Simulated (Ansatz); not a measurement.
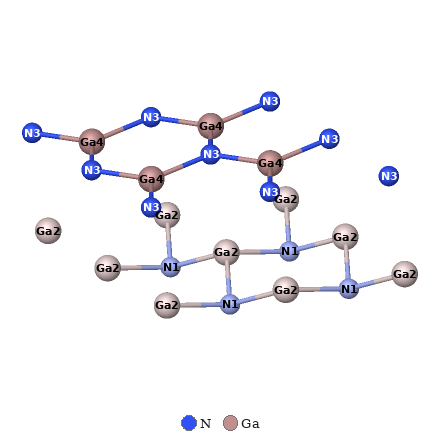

The system is H on a GaN(111) slab cut from the F-43m phase, its upper half relaxed before the scan (4 atoms of substrate and one adsorbate in a 1 × 1 cell); the picture shows it without the atoms that are moved over the map. H is moved over the surface cell; relaxed at each place: the height of the adsorbate's atoms; substrate rigid; the origin of the map has the adsorbate above N3. Places are given modulo a cell vector. The map is drawn in real space over the plane of the surface. The scan uses a 6 × 6 grid; 10 points were computed and 26 follow by symmetry. Energies are in meV, from the lowest grid point. At some places the adsorbate sinks to or below the level of the top layer. The magnetic moment jumps between some neighbouring points. With one adsorbate in each 1 × 1 cell, its nearest image is 3.2 Å away, so neighbouring adsorbates interact. All numbers below come from DFT PBE, scalar-relativistic, plane waves, PAW in Ansatz. Settings: cutoff 420 eV, k-mesh 9×9×1, gaussian smearing 0.05 eV, spin-polarised.

Range: position of H5 along the first surface vector from 0.000 to 0.833; position of H5 along the second surface vector from 0.000 to 0.833.

Question: What landscape does the calculation give?

Answer: The lowest grid point is at the top site over a surface N atom, (0/6, 0/6) of the cell vectors. The highest grid point, (0/6, 1/6) of the cell vectors [nearest 1 N at 1.22 Å], lies 361 meV above the lowest. At the lowest point the adsorbate has 1 N at 1.07 Å as nearest neighbours, at the highest 1 N at 1.22 Å. Its relaxed height above the top atom is 1.07 Å at the lowest and 1.10 Å at the highest point.

```
second ↓, first →  0/6  1/6  2/6  3/6  4/6  5/6
              5/6  361  257  186  186  257  361
              4/6  300  186  142  186  300  352
              3/6  277  186  186  277  336  336
              2/6  300  257  300  336  142  336
              1/6  361  361  352  336  336  352
              0/6    0  361  300  277  300  361
```

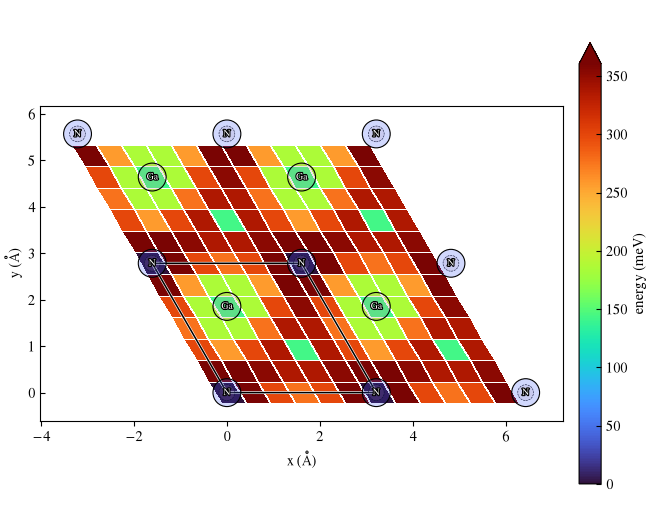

In the figure: one coloured cell a grid point, labelled circles for the atoms of the top layer and small ones for the second layer, the outline of one cell of the 2 × 2 shown, one colour for all values above the top of the scale.

Each point was launched as `ansatz run input.yaml --threads 1 --pin off --max-ram 3072MiB --backend cpu --events-out ev --progress --plain --runs-dir out`. Time for the 10 points that were run: 31 min on 1 thread of Arm Neoverse V1, with other jobs on the host.

PAW datasets: the set soft_1.
